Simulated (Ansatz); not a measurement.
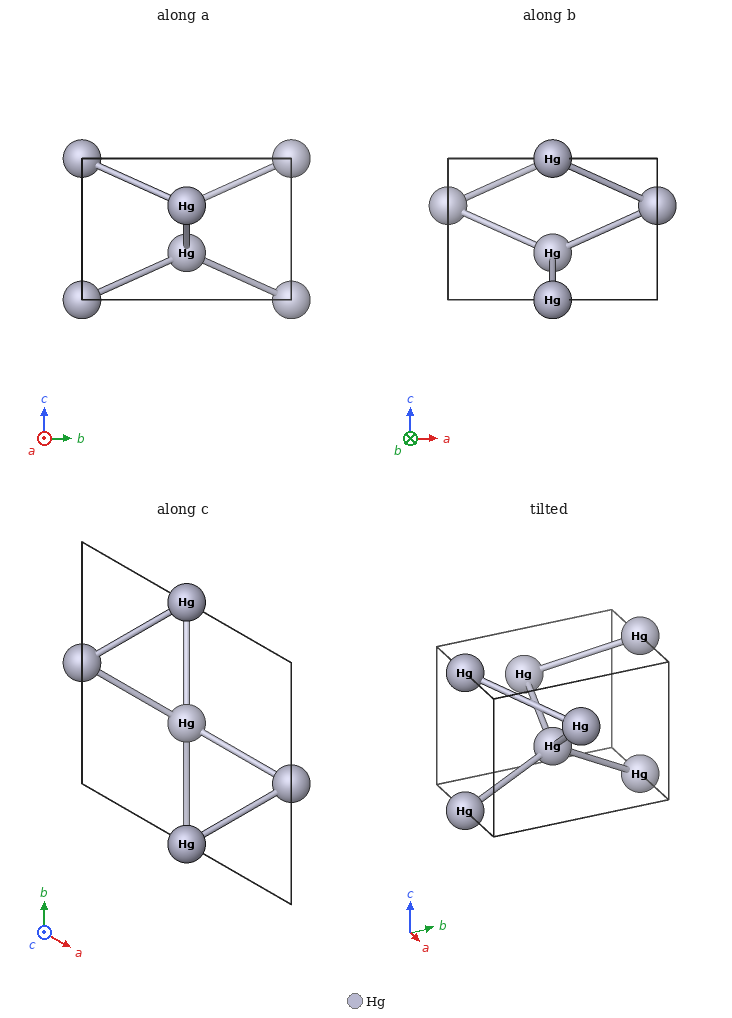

Crystal structure, ball-and-stick style, seen along the a axis, along the b axis, along the c axis and slightly off an axis. The parallelepiped is the conventional unit cell.

Lattice parameters: a = 5.992 Å, b = 5.992 Å, c = 3.505 Å, α = 90.00°, β = 90.00°, γ = 120.00°. Put a along x and b in the xy plane.

Set out the cell and atoms as a POSCAR file.

Answer.
```
Hg
1.0
     5.992    0.000    0.000
    -2.996    5.189    0.000
     0.000    0.000    3.505
Hg
3
Direct
  0.0000 0.5000 0.6667
  0.5000 0.0000 0.0000
  0.5000 0.5000 0.3333
```

Provenance: a random cell made by a generator, so it need not be a real form of the element. What is shown is the relaxed result from Ansatz 0.2.0, DFT PBE, scalar-relativistic, plane waves, PAW.
